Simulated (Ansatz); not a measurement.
**Single-point calculation, with input and output: SnO2 (part 2 of 2)**

The same run, continued: SnO2 (P4₂/mnm, 48 atoms in the cell); DFT PBE, scalar-relativistic, plane waves, PAW, no spin polarisation (Ansatz 0.2.0); cutoff 420 eV, 2×2×1 k-mesh, Gaussian smearing of 0.05 eV. The structure derives from an entry of the Crystallography Open Database.

**What the program printed, continued**
```
  k-point 0: bands = ["-11.5914", "-11.5180", "-11.5179", "-11.5179", "-11.5179", "-11.3308", "-11.3308", "-11.3145", "-11.3145", "-11.1986", "-11.1986", "-11.1986", "-11.1986", "-11.1041", "-11.1041", "-10.8883", "-10.8883", "-10.8218", "-10.8141", "-10.8141", "-10.8141", "-10.8141", "-10.5689", "-10.5689", "-10.5334", "-10.5273", "-10.5273", "-10.5272", "-10.5272", "-10.5156", "-10.5156", "-10.5131", "-10.5130", "-10.5067", "-10.5067", "-10.4255", "-10.4255", "-10.4247", "-10.4200", "-10.4200",
      "-10.4151", "-10.4151", "-10.4151", "-10.4151", "-10.3849", "-10.3780", "-10.3779", "-10.3779", "-10.3779", "-10.3533", "-10.3533", "-10.3326", "-10.3326", "-10.3321", "-10.3321", "-10.3321", "-10.3321", "-10.3219", "-10.3219", "-10.3191", "-10.3191", "-10.3148", "-10.3148", "-10.3148", "-10.3148", "-10.3130", "-10.3130", "-10.3130", "-10.3130", "-10.3026", "-10.3026", "-10.2963", "-10.2629", "-10.2628", "-10.2618", "-10.2618", "-10.2550", "-10.2549", "-10.2549", "-10.2548",
      "-9.3992", "-8.8608", "-8.8608", "-7.9923", "-7.9922", "-7.9922", "-7.9922", "-7.9771", "-7.9771", "-7.9771", "-7.9771", "-7.6893", "-7.6893", "-7.5798", "-7.5798", "-7.5663", "-7.5662", "-7.3889", "-7.3889", "-6.5528", "-6.5528", "-6.4370", "-6.4370", "-6.4370", "-6.4370", "-6.0350", "-6.0350", "-5.8298", "-5.8298", "-5.8298", "-5.8297", "-5.7651", "1.4390", "1.8556", "1.8556", "2.6173", "2.6176", "2.6176", "2.6180", "2.7919",
      "2.7919", "2.7919", "2.7919", "3.9680", "3.9683", "3.9683", "3.9690", "4.0623", "4.0623", "4.3894", "4.3894", "4.6564", "4.6564", "5.0365", "5.0365", "5.1827", "5.1827", "5.1827", "5.1827", "5.3149", "5.3155", "5.3155", "5.3155", "5.4792", "5.4802", "5.5711", "5.6315", "5.6315", "6.0403", "6.0403", "6.0403", "6.0403", "6.3621", "6.3621", "6.4287", "6.4879", "6.4879", "6.4974", "6.4974", "7.0074",
      "7.0074", "7.4867", "7.5102", "7.5102", "7.5798", "7.5798", "7.6004", "7.7197", "7.7197", "7.7197", "7.7197", "7.7367", "7.7367", "7.8089", "7.8090", "7.8100", "7.8100", "8.2299", "8.2299", "8.2810", "8.2810", "8.2810", "8.2810", "8.3083", "8.3083", "8.4322", "8.4322", "8.4323", "8.4326", "8.6305", "8.6305", "8.6317", "8.6317", "8.6490", "8.6490", "8.7569", "8.7583", "8.7994", "8.7994", "8.7994",
      "8.7994", "8.8397", "8.8397", "8.8401", "8.8414", "9.0140", "9.0140", "9.5317", "10.8098", "13.8686", "13.8686", "14.3789", "14.3789", "14.8980", "14.8980", "14.8980", "14.8980", "15.6959", "15.8971", "15.8971", "16.0479", "16.0483", "16.0483", "16.0485", "16.2111", "16.2111", "17.0676", "17.0676", "17.6156", "17.6159", "17.6159", "17.6161", "18.0602", "18.0602", "18.1276", "18.1276", "18.3595", "18.3595", "18.3595", "18.3595",
      "18.5863"]
  k-point 1: bands = ["-11.4211", "-11.4211", "-11.4206", "-11.4206", "-11.4177", "-11.4177", "-11.3151", "-11.3151", "-11.2918", "-11.2918", "-11.2870", "-11.2870", "-11.1182", "-11.1182", "-10.9273", "-10.9273", "-10.8725", "-10.8725", "-10.8466", "-10.8466", "-10.6718", "-10.6718", "-10.6697", "-10.6697", "-10.6680", "-10.6680", "-10.6637", "-10.6637", "-10.5994", "-10.5994", "-10.5258", "-10.5258", "-10.4933", "-10.4933", "-10.4859", "-10.4859", "-10.4568", "-10.4568", "-10.4364", "-10.4364",
      "-10.3770", "-10.3770", "-10.3768", "-10.3768", "-10.3685", "-10.3685", "-10.3666", "-10.3666", "-10.3625", "-10.3625", "-10.3442", "-10.3442", "-10.3302", "-10.3302", "-10.3219", "-10.3219", "-10.3219", "-10.3219", "-10.3180", "-10.3180", "-10.3154", "-10.3154", "-10.3116", "-10.3116", "-10.3091", "-10.3091", "-10.3089", "-10.3089", "-10.3056", "-10.3056", "-10.3032", "-10.3032", "-10.2868", "-10.2868", "-10.2858", "-10.2858", "-10.2836", "-10.2836", "-10.2827", "-10.2827",
      "-9.0518", "-9.0518", "-8.5825", "-8.5825", "-8.3917", "-8.3917", "-8.0804", "-8.0804", "-7.8186", "-7.8186", "-7.6585", "-7.6585", "-7.5638", "-7.5638", "-7.3769", "-7.3769", "-7.1262", "-7.1262", "-7.0951", "-7.0951", "-6.4026", "-6.4026", "-6.2357", "-6.2357", "-6.2096", "-6.2096", "-6.0012", "-6.0012", "-5.9739", "-5.9739", "-5.9357", "-5.9357", "1.9546", "1.9546", "1.9692", "1.9692", "2.0189", "2.0189", "2.4793", "2.4793",
      "2.7477", "2.7477", "3.1879", "3.1879", "3.8103", "3.8103", "4.2846", "4.2846", "4.4440", "4.4440", "4.6962", "4.6962", "5.0187", "5.0187", "5.1724", "5.1724", "5.1960", "5.1960", "5.3869", "5.3869", "5.3929", "5.3929", "5.5655", "5.5655", "5.7088", "5.7088", "5.9929", "5.9929", "6.0202", "6.0202", "6.1078", "6.1078", "6.2424", "6.2424", "6.4792", "6.4792", "6.8098", "6.8098", "6.9610", "6.9610",
      "7.1500", "7.1500", "7.1651", "7.1651", "7.4112", "7.4112", "7.5096", "7.5096", "7.7474", "7.7474", "7.7495", "7.7495", "7.8295", "7.8295", "7.9785", "7.9785", "8.0482", "8.0482", "8.1370", "8.1370", "8.1458", "8.1458", "8.2808", "8.2808", "8.3368", "8.3368", "8.3613", "8.3613", "8.4338", "8.4338", "8.4487", "8.4487", "8.5950", "8.5950", "8.6194", "8.6194", "8.6738", "8.6738", "8.7329", "8.7329",
      "8.7362", "8.7362", "8.7668", "8.7668", "8.9790", "8.9790", "9.1964", "9.1964", "12.8368", "12.8368", "13.8576", "13.8576", "14.9255", "14.9255", "14.9361", "14.9361", "14.9973", "14.9973", "15.4015", "15.4015", "15.5140", "15.5140", "16.2069", "16.2069", "16.8597", "16.8597", "16.9688", "16.9688", "17.2607", "17.2607", "17.3211", "17.3211", "17.9299", "17.9299", "18.0317", "18.0317", "18.8599", "18.8599", "19.0288", "19.0288",
      "19.4592"]
  k-point 2: bands = ["-11.3480", "-11.3480", "-11.3338", "-11.3338", "-11.3144", "-11.3144", "-11.2359", "-11.2359", "-11.2359", "-11.2359", "-11.1985", "-11.1985", "-11.1985", "-11.1985", "-11.1041", "-11.1041", "-10.8884", "-10.8884", "-10.8409", "-10.8409", "-10.8232", "-10.8232", "-10.8142", "-10.8142", "-10.8142", "-10.8142", "-10.5688", "-10.5688", "-10.5292", "-10.5292", "-10.5292", "-10.5292", "-10.5049", "-10.5049", "-10.5049", "-10.5049", "-10.4253", "-10.4253", "-10.4203", "-10.4203",
      "-10.4151", "-10.4151", "-10.4151", "-10.4151", "-10.3783", "-10.3783", "-10.3755", "-10.3755", "-10.3534", "-10.3534", "-10.3372", "-10.3372", "-10.3372", "-10.3372", "-10.3321", "-10.3321", "-10.3321", "-10.3321", "-10.3216", "-10.3216", "-10.3205", "-10.3205", "-10.3192", "-10.3192", "-10.3148", "-10.3148", "-10.3148", "-10.3148", "-10.3141", "-10.3141", "-10.3026", "-10.3026", "-10.2724", "-10.2724", "-10.2724", "-10.2724", "-10.2724", "-10.2724", "-10.2654", "-10.2654",
      "-8.8608", "-8.8608", "-8.6564", "-8.6564", "-8.6564", "-8.6564", "-7.9771", "-7.9771", "-7.9771", "-7.9771", "-7.6983", "-7.6983", "-7.5173", "-7.5173", "-7.3890", "-7.3890", "-6.5528", "-6.5528", "-6.4881", "-6.4881", "-6.4881", "-6.4881", "-6.4370", "-6.4370", "-6.4370", "-6.4370", "-6.1145", "-6.1145", "-6.0350", "-6.0350", "-6.0342", "-6.0342", "1.5433", "1.5433", "1.8557", "1.8557", "2.3085", "2.3085", "2.7916", "2.7916",
      "2.7916", "2.7916", "2.9945", "2.9945", "2.9948", "2.9948", "4.3887", "4.3887", "4.5122", "4.5122", "4.6575", "4.6575", "5.0363", "5.0363", "5.1832", "5.1832", "5.1832", "5.1832", "5.2820", "5.2820", "5.7724", "5.7724", "6.0407", "6.0407", "6.0407", "6.0407", "6.3625", "6.3625", "6.4146", "6.4146", "6.4146", "6.4146", "6.4876", "6.4876", "6.5772", "6.5772", "6.5781", "6.5781", "6.9464", "6.9464",
      "7.0060", "7.0060", "7.0143", "7.0143", "7.1034", "7.1034", "7.5096", "7.5096", "7.5815", "7.5815", "7.5817", "7.5817", "7.7189", "7.7189", "7.7189", "7.7189", "7.7372", "7.7372", "7.8778", "7.8778", "8.2736", "8.2736", "8.2814", "8.2814", "8.2814", "8.2814", "8.3502", "8.3502", "8.3502", "8.3502", "8.5621", "8.5621", "8.6305", "8.6305", "8.6500", "8.6500", "8.6969", "8.6969", "8.7991", "8.7991",
      "8.7991", "8.7991", "8.8973", "8.8973", "8.8984", "8.8984", "9.0143", "9.0143", "13.8682", "13.8682", "13.9812", "13.9812", "13.9817", "13.9817", "14.4680", "14.4680", "14.8982", "14.8982", "14.8982", "14.8982", "15.7704", "15.7704", "16.2117", "16.2117", "16.6393", "16.6393", "16.6393", "16.6393", "18.0600", "18.0600", "18.1275", "18.1275", "18.3593", "18.3593", "18.3593", "18.3593", "18.4256", "18.4256", "18.5866", "18.5866",
      "19.3191"]
```

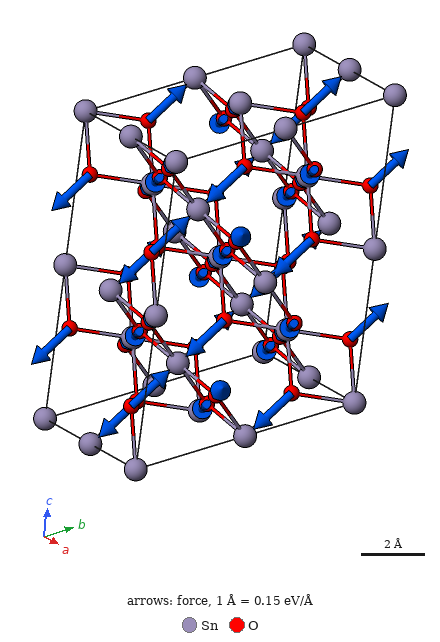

Fig. 1: Forces on the atoms as blue arrows (ball-and-stick view of the cell of the calculation, seen slightly off an axis). The largest act on all 32 O atoms (0.26 eV/Å). Atoms are counted from 1 in the order of the input and aren't labelled in the picture. The geometry is not a stationary point of this energy.

**Summary**

```json
{"quantity": "outcome", "value": "converged"}
{"quantity": "space group (tolerance 0.01 Å)", "value": "P4₂/mnm (136)"}
{"quantity": "electrons treated", "value": "416"}
{"quantity": "free energy", "value": "−114542.5711 eV"}
{"quantity": "Fermi energy", "value": "10.171 eV"}
{"quantity": "gap on the k-point mesh", "value": "1.28 eV"}
{"quantity": "largest force (length of the vector)", "value": "0.260 eV/Å"}
{"quantity": "wall time", "value": "13 s (CPU time 50 s)"}
{"quantity": "peak memory", "value": "2.1 GiB"}
```
